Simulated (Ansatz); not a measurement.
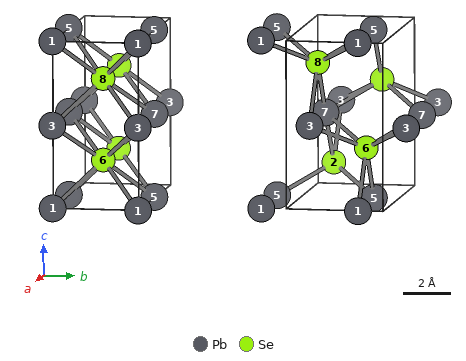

Two geometries of solid PbSe (built on the CsCl-221 type type), drawn at one scale. One is the start of a relaxation, the other its converged end. The picture is a ball-and-stick view of the cell of the calculation, seen slightly off an axis.

Method: DFT, PBEsol, plane waves, PAW in Ansatz 0.2.0. Set-up: plane-wave cutoff 420 eV; k-point mesh 2 × 6 × 2; occupations fermi dirac; smearing width 0.05 eV; no spin polarisation; cell and atoms relaxed; force threshold 0.01 eV/Å; at most 120 steps.

**Which geometry has the lower energy?**

The right one is the relaxed one. Case: shaken. The energy falls by 1.463 eV per cell of the calculation in 19 accepted moves (22 points after the start). Largest force component: 0.23 eV/Å at the start, 0.002 eV/Å at the end. Pressure: 1.00 GPa at the start and 0.01 GPa at the end. The line search rejected the trial step at point 3 of the run. At 2 points the geometry stayed and the basis and grid were re-selected for the new cell (energy shift of 4.2 meV per cell of the calculation at most each time). The largest move relative to the cell is that of a Se atom, 1.25 Å along [0 −3 1]. Largest moves by element: Se 1.25 Å, Pb 1.08 Å. Cell: a 7.433 → 7.422 Å (−0.1 %), b 3.748 → 4.239 Å (+13.1 %), c 7.289 → 7.329 Å (+0.5 %), α 89.8° → 90.0°, β 89.6° → 90.0°. Volume +13.5 %. Some distances before and after: Pb–Se 3.190 → 5.279 Å, Pb–Se 3.214 → 5.279 Å, Pb–Se 3.238 → 5.281 Å, Pb–Se 3.182 → 5.203 Å. Bonds break: Pb–Se (3.18 → 5.20 Å), Pb–Se (3.19 → 5.28 Å), Pb–Se (3.20 → 5.20 Å). Bond angles that change, for instance: Se–Pb–Se 108.4° → 177.3°, Se–Pb–Se 108.9° → 177.3°, Pb–Se–Pb 179.7° → 132.8°. The space group (tolerance 0.01 Å) goes from P1 (No. 1) to Cmc2_1 (No. 36).

Limits of the set-up: the k-point mesh is coarse for a cell with partly filled bands.
